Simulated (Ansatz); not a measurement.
C$_{20}$N (cell with a defect)

Input

```
crystal:
  lattice:
    - [7.1432, 0.0, 0.0]
    - [0.0, 7.1432, 0.0]
    - [0.0, 0.0, 7.1432]
  atoms:
    - { symbol: "N", position: [0.125, 0.125, 0.125] }
    - { symbol: C, position: [0.0, 0.25, 0.25] }
    - { symbol: C, position: [0.125, 0.375, 0.375] }
    - { symbol: C, position: [0.25, 0.0, 0.25] }
    - { symbol: C, position: [0.375, 0.125, 0.375] }
    - { symbol: C, position: [0.25, 0.25, 0.0] }
    - { symbol: C, position: [0.375, 0.375, 0.125] }
    - { symbol: C, position: [0.0, 0.0, 0.5] }
    - { symbol: C, position: [0.125, 0.125, 0.625] }
    - { symbol: C, position: [0.0, 0.25, 0.75] }
    - { symbol: C, position: [0.125, 0.375, 0.875] }
    - { symbol: C, position: [0.25, 0.0, 0.75] }
    - { symbol: C, position: [0.375, 0.125, 0.875] }
    - { symbol: C, position: [0.25, 0.25, 0.5] }
    - { symbol: C, position: [0.375, 0.375, 0.625] }
    - { symbol: C, position: [0.0, 0.5, 0.0] }
    - { symbol: C, position: [0.125, 0.625, 0.125] }
    - { symbol: C, position: [0.0, 0.75, 0.25] }
    - { symbol: C, position: [0.125, 0.875, 0.375] }
    - { symbol: C, position: [0.25, 0.5, 0.25] }
    - { symbol: C, position: [0.375, 0.625, 0.375] }
    - { symbol: C, position: [0.25, 0.75, 0.0] }
    - { symbol: C, position: [0.375, 0.875, 0.125] }
    - { symbol: C, position: [0.0, 0.5, 0.5] }
    - { symbol: C, position: [0.125, 0.625, 0.625] }
    - { symbol: C, position: [0.0, 0.75, 0.75] }
    - { symbol: "N", position: [0.125, 0.875, 0.875] }
    - { symbol: C, position: [0.25, 0.5, 0.75] }
    - { symbol: C, position: [0.375, 0.625, 0.875] }
    - { symbol: C, position: [0.25, 0.75, 0.5] }
    - { symbol: C, position: [0.375, 0.875, 0.625] }
    - { symbol: C, position: [0.5, 0.0, 0.0] }
    - { symbol: C, position: [0.625, 0.125, 0.125] }
    - { symbol: C, position: [0.5, 0.25, 0.25] }
    - { symbol: C, position: [0.625, 0.375, 0.375] }
    - { symbol: C, position: [0.75, 0.0, 0.25] }
    - { symbol: C, position: [0.875, 0.125, 0.375] }
    - { symbol: C, position: [0.75, 0.25, 0.0] }
    - { symbol: C, position: [0.875, 0.375, 0.125] }
    - { symbol: C, position: [0.5, 0.0, 0.5] }
    - { symbol: C, position: [0.625, 0.125, 0.625] }
    - { symbol: C, position: [0.5, 0.25, 0.75] }
    - { symbol: C, position: [0.625, 0.375, 0.875] }
    - { symbol: C, position: [0.75, 0.0, 0.75] }
    - { symbol: "N", position: [0.875, 0.125, 0.875] }
    - { symbol: C, position: [0.75, 0.25, 0.5] }
    - { symbol: C, position: [0.875, 0.375, 0.625] }
    - { symbol: C, position: [0.5, 0.5, 0.0] }
    - { symbol: C, position: [0.625, 0.625, 0.125] }
    - { symbol: C, position: [0.5, 0.75, 0.25] }
    - { symbol: C, position: [0.625, 0.875, 0.375] }
    - { symbol: C, position: [0.75, 0.5, 0.25] }
    - { symbol: C, position: [0.875, 0.625, 0.375] }
    - { symbol: C, position: [0.75, 0.75, 0.0] }
    - { symbol: C, position: [0.875, 0.875, 0.125], spin: 1.0 }
    - { symbol: C, position: [0.5, 0.5, 0.5] }
    - { symbol: C, position: [0.625, 0.625, 0.625] }
    - { symbol: C, position: [0.5, 0.75, 0.75] }
    - { symbol: C, position: [0.625, 0.875, 0.875] }
    - { symbol: C, position: [0.75, 0.5, 0.75] }
    - { symbol: C, position: [0.875, 0.625, 0.875] }
    - { symbol: C, position: [0.75, 0.75, 0.5] }
    - { symbol: C, position: [0.875, 0.875, 0.625] }
magnetization:
  spin_polarized: true
  initial_magnetization: 1.0
  spin_locking: { lock_magnetization: hard }
scf:
  occupations: { method: fixed }
output:
  forces: true
  stress: false
  eigenvalues: true
  populations: true
  efg: { quadrupole_moments_barn: { "N": 0.02044 } }
  write_density: true
  write_potential: true
  elf: true
  volumetric_format: npy
kpoints:
  mp_grid: { grid: [2, 2, 2] }
relax:
  f_tol: 0.01
  max_steps: 30
hamiltonian:
  pseudopotentials: { kind: paw, azcp: { folder: soft_1 } }
```

Command:

```sh
ansatz run input.yaml --threads 8 --pin off --max-ram 24576MiB --backend cpu --events-out ev --progress --plain --runs-dir out
```

The fields are those of the relaxed geometry.

PAW files of the earlier set (soft_1); spin-polarised.

All numbers below come from DFT PBE, scalar-relativistic, plane waves, PAW (Ansatz).

**What will maps of the valence pseudo-density, electron localisation function and spin density show?**

C–N (1.48 Å): ρ at the midpoint is about 1.9 e/Å³; the ELF peaks at about 0.90 between the atoms, as expected for a shared electron pair.
C–C (1.55 Å): ρ at the midpoint is about 1.6 e/Å³; the ELF peaks at about 0.95 between the atoms: a covalent bond.
The spin density sits on C: +0.3 μB in one cell of 63 atoms: with much of the spin spread outside that site. The cell of the calculation (63 atoms) carries 1.0 μB of net spin moment.

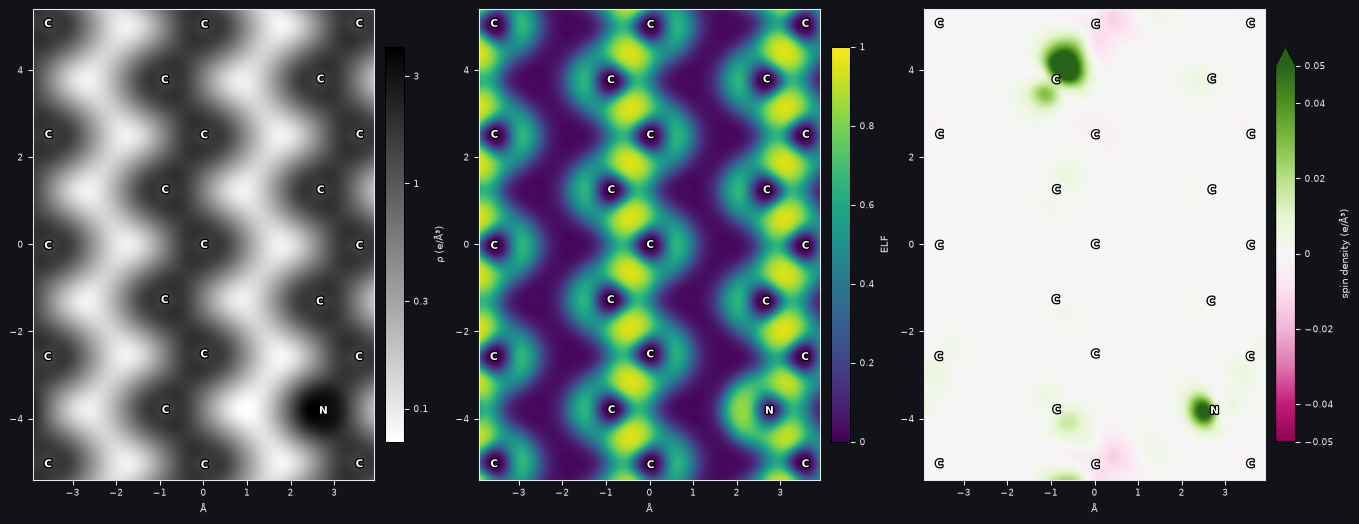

Computed valence pseudo-density, electron localisation function and spin density on the (101) plane of the calculation cell, in this order. 

The density is the valence pseudo-density of a PAW calculation; it isn't the true density close to the nuclei.
